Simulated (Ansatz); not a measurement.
# Si16HS32 (cell with a defect): what the fields show

Si16HS32 (cell with a defect), 49 atoms, a = 12.74 Å, b = 12.79 Å, c = 12.87 Å, α = 75.73°, β = 60.34°, γ = 60.12°.

Spin-polarised.

All numbers below come from DFT PBE, scalar-relativistic, plane waves, PAW (Ansatz 0.2.0).

In a PAW calculation such maps are meaningful between the atoms, not at the nuclei.

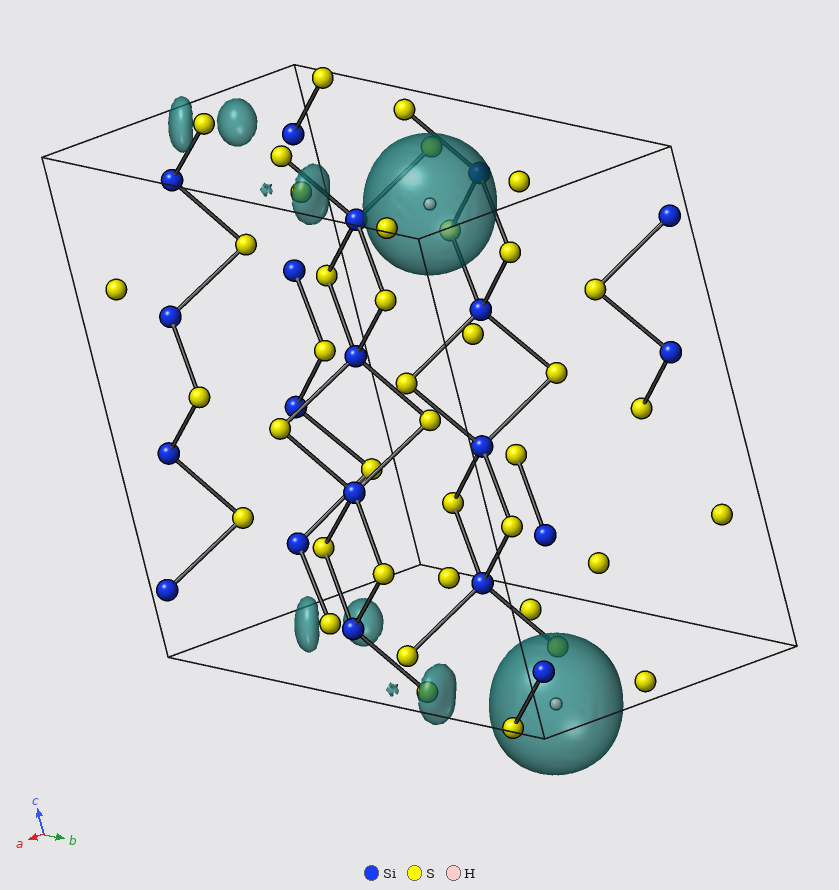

Figure 1. Isosurfaces of the spin density at +0.008 (teal) and −0.008 e/Å³ (pink), seen slightly off an axis. Sticks mark near contacts.

Where is the spin, and how is it ordered?

Answer. The spin density sits on H: +0.8 μB in one cell of 49 atoms: a single local moment. The cell of the calculation (49 atoms) carries 1.0 μB of net spin moment. Only one sign reaches the isovalue.

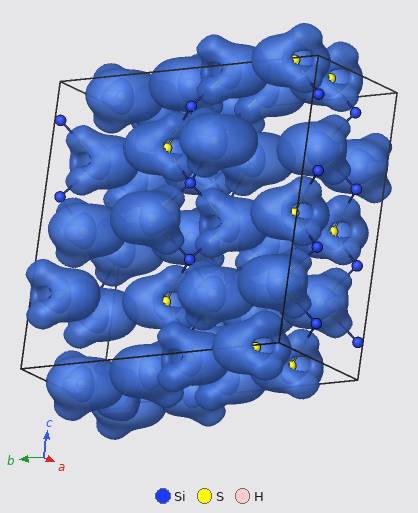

Figure 2. Isosurface of the electron localisation function at 0.75 (blue), seen at an oblique angle. Core shells and regions of very low density are left out. Sticks mark near contacts.

What do the ELF domains correspond to?

Answer. At this value the surface marks out one region around a hydrogen nucleus and 32 regions on S in which the atom's valence shell and bonds are merged, counted in one cell of 49 atoms. Any copies at cell faces, edges or corners count once.


Si–S (2.15 Å): the ELF peaks at about 0.90 between the atoms (a shared electron pair). S–H (2.90 Å): the ELF climbs to about 1 towards the hydrogen, as it does in any bond to H.

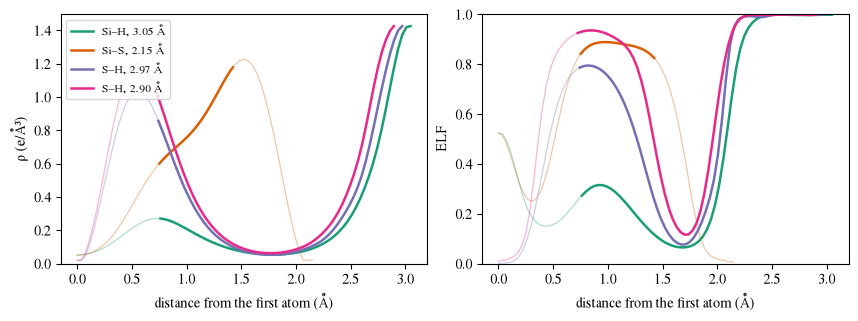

Figure 3. Valence electron density and ELF along straight lines between neighbouring atoms. Thin, pale parts lie inside the atomic spheres.

Compare the contacts.

Answer. Si–H (3.05 Å): the density is about 0.07 e/Å³ at the midpoint; the ELF climbs to about 1 towards the hydrogen.
Si–S (2.15 Å): the density is about 0.81 e/Å³ at the midpoint; the ELF peaks at about 0.90 between the atoms: localised, covalent bonding.
S–H (2.97 Å): ρ at the midpoint is about 0.08 e/Å³; the ELF climbs to about 1 towards the hydrogen.
S–H (2.90 Å): ρ at the midpoint is about 0.11 e/Å³; the ELF climbs to about 1 towards the hydrogen.

Does the calculation give a band gap?

Answer. It is gapped, with a Kohn–Sham gap of 2.7 eV on the k-point mesh, an upper bound to the gap of this method.
